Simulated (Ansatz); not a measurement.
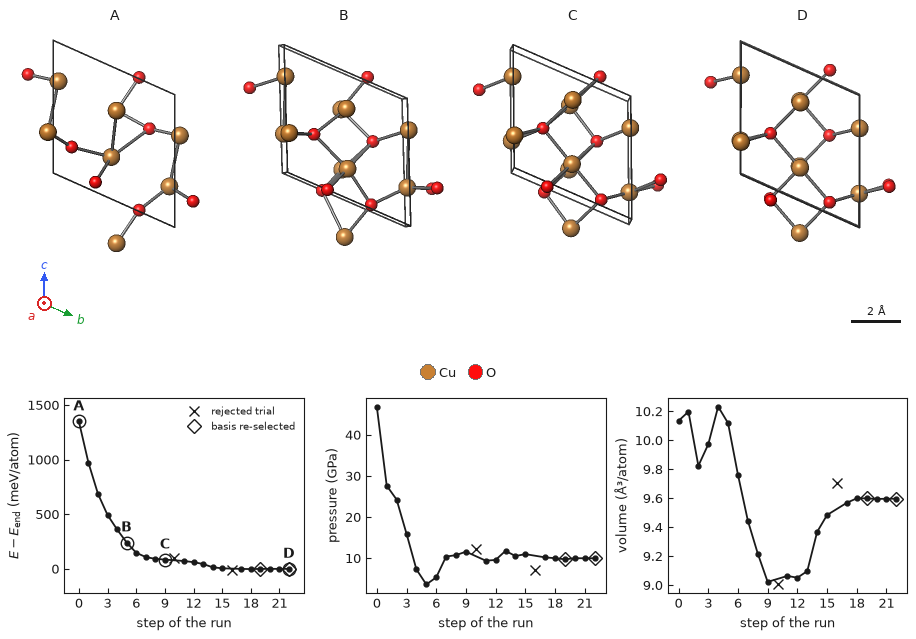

Frames of a relaxation of a crystal of CuO (set up in P1), marked on the history of the run. The picture is a ball-and-stick view of the cell of the calculation, seen along the a axis.

The run lets cell and atoms move, from this start: a zone-boundary wave of random shape, sigma 0.4 A.

Method: Ansatz, Kohn-Sham DFT of a periodic cell, PBEsol, Ansatz PAW.

Input
```yaml
crystal:
  lattice:
    - [2.34185, -1.7113, 0.0]
    - [-1.49182, -1.7113, -5.05787]
    - [2.34185, 5.1339, 0.0]
  atoms:
    - { symbol: Cu, position: [0.32132716, 0.95657656, 0.29054178] }
    - { symbol: Cu, position: [0.67867284, 0.04342344, 0.70945822] }
    - { symbol: Cu, position: [0.3225567, 0.52186451, 0.68364633] }
    - { symbol: Cu, position: [0.6774433, 0.47813549, 0.31635367] }
    - { symbol: O, position: [0.41767164, 0.70732048, 0.00989985] }
    - { symbol: O, position: [0.41392836, 0.79267952, 0.65850015] }
    - { symbol: O, position: [0.22493959, 0.34816805, 0.07342398] }
    - { symbol: O, position: [0.94346041, 0.15183195, 0.25817602] }
hamiltonian:
  xc: pbesol
  pseudopotentials: { kind: paw }
kpoints:
  mp_grid: { grid: [9, 5, 5] }
scf:
  occupations: { method: fermi_dirac, width: 0.05 }
output:
  forces: true
  stress: true
  eigenvalues: true
relax:
  f_tol: 0.01
  max_steps: 40
  cell: { stress_tol: 0.05, p_target: 10.0 }
```

Command:
```bash
ansatz run input.yaml --threads 4 --pin off --max-ram 11264MiB --backend cpu --events-out ev --progress --plain --runs-dir out
```

What happens along the run?

Answer. The energy falls by 1350 meV per atom in 18 accepted moves (22 points after the start). With the target pressure of 10 GPa, the enthalpy E + pV changes by −1384 meV per atom. Largest force component: 14 eV/Å at the start, 0.0056 eV/Å at the end. Pressure: 46.87 GPa at the start and 10.00 GPa at the end. The line search rejected the trial steps at points 10, 16 of the run. At 2 points the geometry stayed and the basis and grid were re-selected for the new cell (energy shift of 1.8 meV per atom at most each time). The atom that moves furthest relative to the cell is an O atom (0.99 Å along [2 −2 −3]). By element the largest moves are O 0.99 Å, Cu 0.52 Å. The volume changes by −5.3 %, with a 2.900 → 2.830 Å (−2.4 %), b 5.544 → 5.422 Å (−2.2 %), c 5.643 → 5.640 Å (−0.1 %), β 101.6° → 104.0°, γ 92.0° → 90.1°. Near-neighbour distances that change, for instance: Cu–Cu 2.428 → 3.447 Å, Cu–O 2.782 → 1.893 Å, Cu–O 2.764 → 1.930 Å, Cu–O 2.707 → 1.893 Å. New bonds form, among them: Cu–O (2.47 → 1.93 Å), Cu–O (2.54 → 1.89 Å), Cu–O (2.59 → 1.89 Å), Cu–O (2.60 → 1.93 Å). Bond angles that change, for instance: O–Cu–O 119.0° → 180.0°, Cu–O–Cu 158.9° → 107.8°, Cu–O–Cu 156.3° → 106.2°. Within 0.06 Å the space group is P1 at the start and C2/c at the end; at a tighter tolerance small leftover displacements or strains of the cell lower it. From step 0 to 5: an O atom moves most (0.76 Å), volume −0.2 %, energy −1109 meV per atom. From step 5 to 9: an O atom moves most (0.52 Å), volume −10.8 %, energy −157 meV per atom. From step 9 to 22: O atoms move most (0.49 Å), volume +6.4 %, energy −85.0 meV per atom.

```json
{"step": "0", "E − E(0), meV/atom": "0.00", "largest force component, eV/Å": "13.8292", "pressure, GPa": "46.87", "volume, Å³/atom": "10.135", "note": ""}
{"step": "1", "E − E(0), meV/atom": "-377.68", "largest force component, eV/Å": "7.3462", "pressure, GPa": "27.65", "volume, Å³/atom": "10.198", "note": ""}
{"step": "2", "E − E(0), meV/atom": "-663.02", "largest force component, eV/Å": "3.5646", "pressure, GPa": "24.27", "volume, Å³/atom": "9.824", "note": ""}
{"step": "3", "E − E(0), meV/atom": "-856.63", "largest force component, eV/Å": "1.4884", "pressure, GPa": "15.98", "volume, Å³/atom": "9.973", "note": ""}
{"step": "4", "E − E(0), meV/atom": "-988.96", "largest force component, eV/Å": "1.5001", "pressure, GPa": "7.29", "volume, Å³/atom": "10.233", "note": ""}
{"step": "5", "E − E(0), meV/atom": "-1108.57", "largest force component, eV/Å": "1.5336", "pressure, GPa": "3.63", "volume, Å³/atom": "10.119", "note": ""}
{"step": "6", "E − E(0), meV/atom": "-1202.49", "largest force component, eV/Å": "1.0515", "pressure, GPa": "5.35", "volume, Å³/atom": "9.762", "note": ""}
{"step": "7", "E − E(0), meV/atom": "-1241.73", "largest force component, eV/Å": "0.7315", "pressure, GPa": "10.41", "volume, Å³/atom": "9.445", "note": ""}
{"step": "8", "E − E(0), meV/atom": "-1258.37", "largest force component, eV/Å": "0.2772", "pressure, GPa": "10.76", "volume, Å³/atom": "9.219", "note": ""}
{"step": "9", "E − E(0), meV/atom": "-1265.10", "largest force component, eV/Å": "0.2466", "pressure, GPa": "11.60", "volume, Å³/atom": "9.023", "note": ""}
{"step": "10", "E − E(0), meV/atom": "-1250.04", "largest force component, eV/Å": "2.2272", "pressure, GPa": "12.23", "volume, Å³/atom": "9.005", "note": "rejected"}
{"step": "11", "E − E(0), meV/atom": "-1278.05", "largest force component, eV/Å": "0.3609", "pressure, GPa": "9.42", "volume, Å³/atom": "9.064", "note": ""}
{"step": "12", "E − E(0), meV/atom": "-1288.46", "largest force component, eV/Å": "0.3738", "pressure, GPa": "9.59", "volume, Å³/atom": "9.052", "note": ""}
{"step": "13", "E − E(0), meV/atom": "-1305.27", "largest force component, eV/Å": "0.3519", "pressure, GPa": "11.80", "volume, Å³/atom": "9.097", "note": ""}
{"step": "14", "E − E(0), meV/atom": "-1335.32", "largest force component, eV/Å": "0.0792", "pressure, GPa": "10.54", "volume, Å³/atom": "9.368", "note": ""}
{"step": "15", "E − E(0), meV/atom": "-1344.86", "largest force component, eV/Å": "0.0176", "pressure, GPa": "11.00", "volume, Å³/atom": "9.484", "note": ""}
{"step": "16", "E − E(0), meV/atom": "-1356.92", "largest force component, eV/Å": "0.1468", "pressure, GPa": "7.14", "volume, Å³/atom": "9.709", "note": "rejected"}
{"step": "17", "E − E(0), meV/atom": "-1350.21", "largest force component, eV/Å": "0.0037", "pressure, GPa": "10.21", "volume, Å³/atom": "9.569", "note": ""}
{"step": "18", "E − E(0), meV/atom": "-1352.03", "largest force component, eV/Å": "0.0018", "pressure, GPa": "10.02", "volume, Å³/atom": "9.600", "note": ""}
{"step": "19", "E − E(0), meV/atom": "-1350.20", "largest force component, eV/Å": "0.0027", "pressure, GPa": "9.75", "volume, Å³/atom": "9.600", "note": "same geometry, new basis"}
{"step": "20", "E − E(0), meV/atom": "-1349.97", "largest force component, eV/Å": "0.0045", "pressure, GPa": "10.01", "volume, Å³/atom": "9.595", "note": ""}
{"step": "21", "E − E(0), meV/atom": "-1350.07", "largest force component, eV/Å": "0.0055", "pressure, GPa": "10.00", "volume, Å³/atom": "9.597", "note": ""}
{"step": "22", "E − E(0), meV/atom": "-1350.08", "largest force component, eV/Å": "0.0056", "pressure, GPa": "10.00", "volume, Å³/atom": "9.597", "note": "same geometry, new basis"}
```

Limits of the set-up: an element that often carries a moment was run without spin polarisation.
